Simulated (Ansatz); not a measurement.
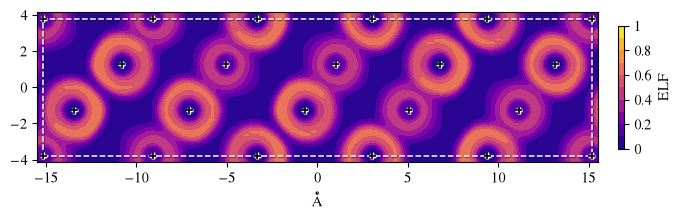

The electron localisation function on a plane through atoms (crosses mark nuclei in the plane).

Theory: DFT PBEsol, scalar-relativistic, plane waves, PAW in Ansatz 0.2.0.

Candidates:
A. Bi$_{2}$Te$_{3}$, a = 4.38 Å, b = 4.38 Å, c = 30.32 Å, α = 90.00°, β = 90.00°, γ = 120.00°. Space group R-3m.
B. InP, a = 5.88 Å, b = 5.88 Å, c = 5.88 Å, α = 90.00°, β = 90.00°, γ = 90.00°. Space group F-43m.
C. SiMo$_{3}$, a = 6.88 Å, b = 6.88 Å, c = 8.42 Å, α = 90.00°, β = 90.00°, γ = 120.00°. Space group R3c; changed on purpose from its base cell (all Si atoms moved +0.075 Å, as atom 1 along Cartesian [1 1 1]); not relaxed (largest force 0.7 eV/Å); computed without spin polarisation.

Question: Which system is this?

Answer: Candidate A: Bi$_{2}$Te$_{3}$ on the (110) plane of the conventional cell, which holds Bi and Te. Bi–Te (3.06 Å): the ELF peaks at about 0.65 in the valence shell of Te, 1.3 Å from its nucleus, and drops to about 0.35 between the two atoms. Bi–Te (3.23 Å): the ELF peaks at about 0.65 in the valence shell of Te, 1.3 Å from its nucleus, and drops to about 0.30 between the two atoms.
